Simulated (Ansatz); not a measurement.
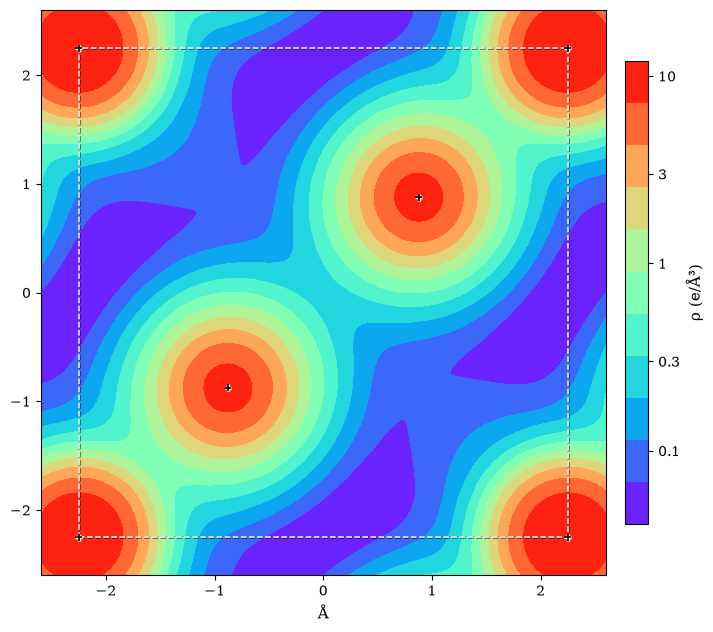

The valence electron density on a plane through atoms (crosses mark nuclei in the plane).

Method: DFT PBE, scalar-relativistic, plane waves, PAW in Ansatz.

Candidates:
A. TiO2, a = 4.50 Å, b = 4.50 Å, c = 2.99 Å, α = 90.00°, β = 90.00°, γ = 90.00°. Space group P4₂/mnm; a point of a scan over the structure, not its minimum; computed pressure about 12 GPa in this cell; computed without spin polarisation; PAW files of the earlier set (soft_1).
B. Mo, a = 2.74 Å, b = 2.74 Å, c = 8.94 Å, α = 90.00°, β = 90.00°, γ = 109.47°. Space group Im-3m; computed without spin polarisation; PAW files of the earlier set (soft_1).

### Which system is this?

Candidate A: TiO2 on the (001) plane of the conventional cell, which holds Ti and O. Ti–O (1.94 Å): the density is about 0.74 e/Å³ at the midpoint.
